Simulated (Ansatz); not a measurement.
Zn15HS15 (cell charge +1, with a compensating background) (cell with a defect)

The calculation's input:

```
crystal:
  lattice:
    - [0.0, -6.661821405, 0.0]
    - [0.0, -2.220607135, 9.4492875342]
    - [-9.6155109536, -3.3309107025, 0.0]
  atoms:
    - { symbol: Zn, position: [0.6001454026, 1.0000176581, 0.7996793562] }
    - { symbol: Zn, position: [0.8012672622, 1.0040188769, 0.3996627231] }
    - { symbol: Zn, position: [0.1994721542, 1.0022799333, 0.6012180064] }
    - { symbol: Zn, position: [0.4018835341, 0.9973117397, 0.2014141688] }
    - { symbol: Zn, position: [-6.69133e-05, 0.9980217845, 0.0001658857] }
    - { symbol: Zn, position: [0.3762160899, 0.6669236144, 0.8019042263] }
    - { symbol: Zn, position: [0.5733161733, 0.6695709501, 0.4045755461] }
    - { symbol: Zn, position: [0.9764107709, 0.6686246058, 0.6007413335] }
    - { symbol: Zn, position: [0.1764147991, 0.6682553826, 0.2014400632] }
    - { symbol: Zn, position: [0.7769830011, 0.6675690265, 0.0010463947] }
    - { symbol: Zn, position: [0.1536019376, 0.3370009716, 0.8040059922] }
    - { symbol: Zn, position: [0.3621674334, 0.3349575447, 0.4029819745] }
    - { symbol: Zn, position: [0.7608129332, 0.3343652301, 0.5970118544] }
    - { symbol: Zn, position: [0.9668844005, 0.3379098591, 0.189102004] }
    - { symbol: Zn, position: [0.5425216803, 0.3347281681, 0.0020052741] }
    - { symbol: S, position: [0.5222317877, 0.2492121463, 0.7960257672] }
    - { symbol: S, position: [0.7272194898, 0.253715349, 0.3941025737] }
    - { symbol: S, position: [0.1198070402, 0.251699285, 0.6010873902] }
    - { symbol: S, position: [0.3238724595, 0.2433820522, 0.2068078542] }
    - { symbol: S, position: [0.9080627611, 0.2488332693, -0.0017392981] }
    - { symbol: S, position: [0.0716557396, 0.5838882797, 0.8034788768] }
    - { symbol: S, position: [0.2713206449, 0.5847736199, 0.4014334034] }
    - { symbol: S, position: [0.6714199437, 0.5842592176, 0.6021683919] }
    - { symbol: S, position: [0.8685526468, 0.5884767556, 0.2040190288] }
    - { symbol: S, position: [0.4704982714, 0.5818053973, 0.0019429218] }
    - { symbol: S, position: [0.2948269148, 0.9162221161, 0.800444126] }
    - { symbol: S, position: [0.4956429796, 0.9183517259, 0.4021476115] }
    - { symbol: S, position: [0.895337973, 0.9180389291, 0.5996490279] }
    - { symbol: S, position: [0.0950772985, 0.9171492056, 0.2003521066] }
    - { symbol: S, position: [0.6936173923, 0.9162118354, -5.31235e-05] }
    - { symbol: H, position: [0.1633162232, 0.4017361654, 0.0281609754] }
  host:
    lattice:
      - [1.9231021907, 1.1103035675, 9.4492875342]
      - [-1.9231021907, 1.1103035675, 9.4492875342]
      - [0.0, -2.220607135, 9.4492875342]
    atoms:
      - { symbol: Zn, position: [0.9999659065, 0.9999659065, 0.9999659065] }
      - { symbol: Zn, position: [0.2222538456, 0.2222538456, 0.2222538456] }
      - { symbol: Zn, position: [0.4445320866, 0.4445320866, 0.4445320866] }
      - { symbol: S, position: [0.0832951075, 0.0832951075, 0.0832951075] }
      - { symbol: S, position: [0.527853098, 0.527853098, 0.527853098] }
      - { symbol: S, position: [0.3054259557, 0.3054259557, 0.3054259557] }
total_charge: 1
basis:
  ecutwfc: 420
  xc_grid: 2
kpoints:
  mp_grid: { grid: [2, 2, 2], shift: [0.0, 0.0, 0.0] }
hamiltonian:
  xc: pbe
scf:
  occupations: { method: gaussian, width: 0.01 }
output:
  forces: true
  stress: false
  eigenvalues: true
  charged_corrections:
    defect_position: [0.185, 0.45, 0.005]
    epsilon: [[9.1424, 0.0, 0.0], [0.0, 9.1424, 0.0], [0.0, 0.0, 9.5496]]
  write_density: true
  write_potential: true
  elf: true
  volumetric_format: npy
relax:
  adjacent_minimum: "off"
  f_tol: 0.025
  max_steps: 45
```

Launched as:

```sh
ansatz run input.yaml --threads 4 --pin off --max-ram 10240MiB --backend cpu --events-out ev --progress --plain --runs-dir out
```

The fields are those of the run's last geometry, not of the input's.

Level of theory: DFT PBE, scalar-relativistic, plane waves, PAW (Ansatz).

Core electrons are frozen (PAW), and the valence fields are smoothed inside the atomic spheres.

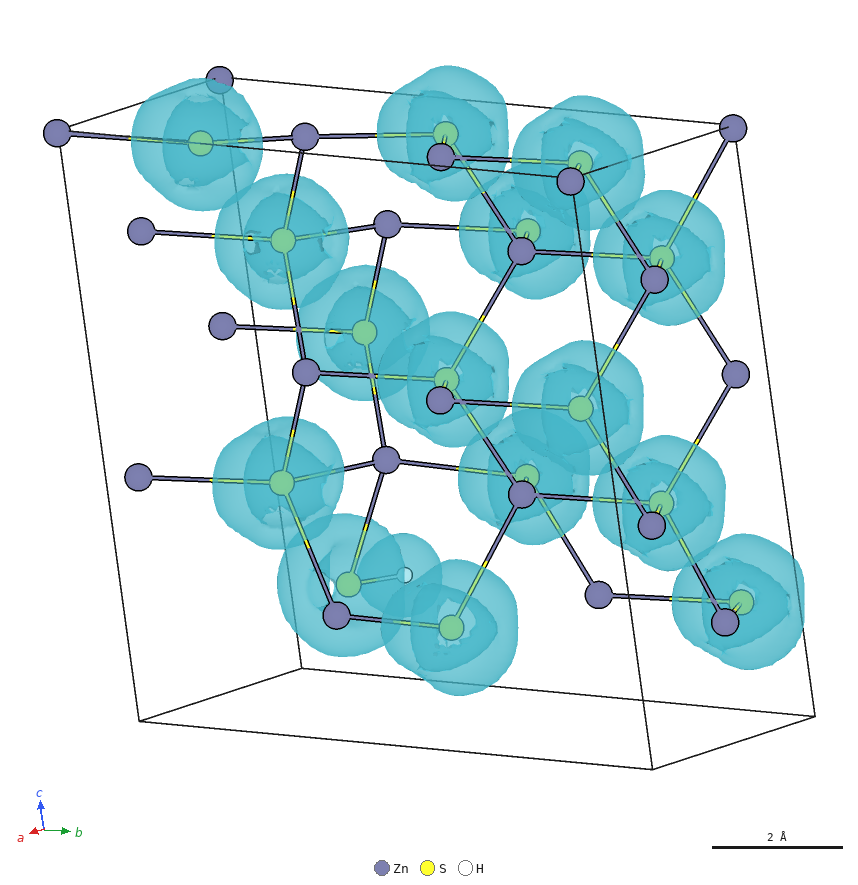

Figure 1. Isosurface of the electron localisation function at 0.8 (cyan), seen slightly off an axis. Only the valence region is drawn (cores and ρ < 0.01 e/Å³ removed). Sticks mark near contacts.

What do the ELF domains correspond to?

Answer. At this value the surface marks out one region around a hydrogen nucleus and 15 regions wrapped around S (the valence shell of each), counted in one cell of 31 atoms. Any copies at cell faces, edges or corners count once. Along the contacts the grid gives the following. S–H (1.35 Å): the ELF climbs to about 1 towards the hydrogen, as it does in any bond to H; an ordinary covalent bond to hydrogen. Zn–S (2.26 Å): the ELF peaks at about 0.90 in the valence shell of S, 0.8 Å from its nucleus, and is about 0.60 at the midpoint.

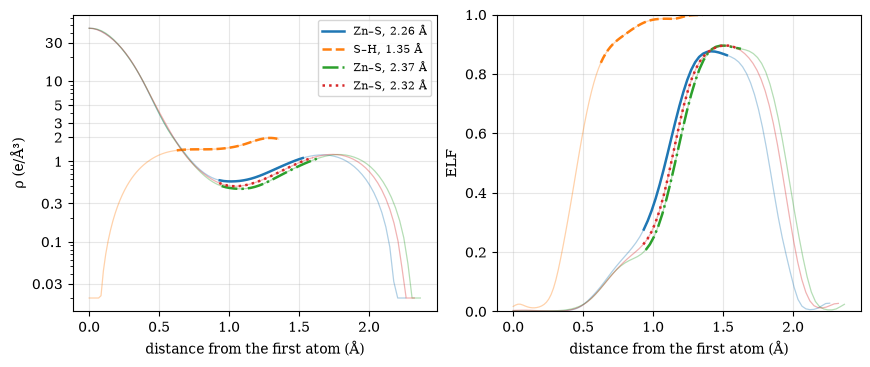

Figure 2. Valence electron density and electron localisation function along straight lines between neighbouring atoms. Thin, pale parts lie inside the atomic spheres.

Compare the contacts.

Answer. Zn–S (2.26 Å): the density is about 0.59 e/Å³ at the midpoint; the ELF peaks at about 0.90 in the valence shell of S, 0.8 Å from its nucleus, and is about 0.60 at the midpoint.
S–H (1.35 Å): the density is about 1.4 e/Å³ at the midpoint; the ELF climbs to about 1 towards the hydrogen; an ordinary covalent bond to hydrogen.
Zn–S (2.37 Å): ρ is about 0.48 e/Å³ halfway; the ELF peaks at about 0.90 in the valence shell of S, 0.9 Å from its nucleus, and is about 0.55 at the midpoint.
Zn–S (2.32 Å): the density is about 0.53 e/Å³ at the midpoint; the ELF peaks at about 0.90 in the valence shell of S, 0.8 Å from its nucleus, and is about 0.55 at the midpoint.

Does the calculation give a band gap?

Answer. It is gapped, with a Kohn–Sham gap of 2.0 eV on the k-point mesh, an upper bound to the gap of this method.
